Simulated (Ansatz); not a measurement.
Structure data:

```
Rh
1.0
     2.57830    0.00000    0.00000
     0.00000    2.81072    0.00000
     0.00000    0.00000    3.97496
Rh
2
Cartesian
  0.0000 0.0000 0.0000
  1.2892 1.4054 1.9875
```

Characterise the structure given above.

The element is rhodium. The structure has Immm (No. 71) symmetry and a body-centred orthorhombic lattice. The cell holds two atoms. Rh is coordinated by twelve Rh in a distorted cuboctahedral arrangement at 2.58 to 2.81 Å. The bonds build a three-dimensional framework.

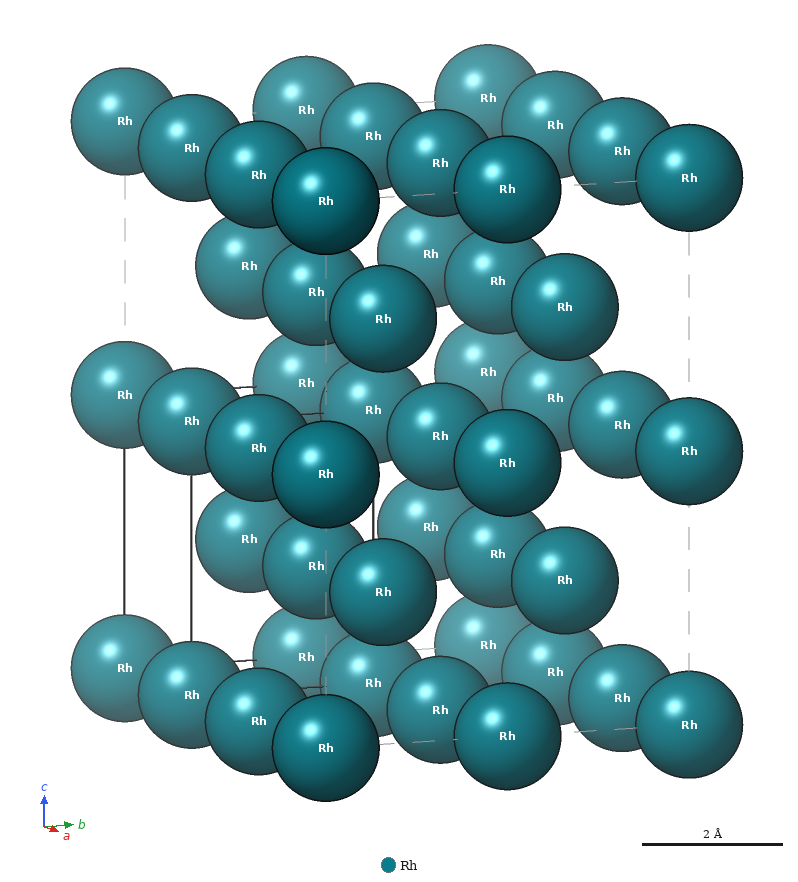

An orthographic spheres-only view of the structure, slightly off an axis. Shown are 3×2×2 repeats of the conventional unit cell, one of them outlined in solid lines.

The starting point was a structure listed in the Materials Project. The cell was then strained or its atoms displaced on purpose. Ansatz was used for an electronic-structure calculation on it.

At this level of theory the cell isn't at rest (stretched, at -19 GPa), so its distances can differ from those at equilibrium, the more so the softer the solid.
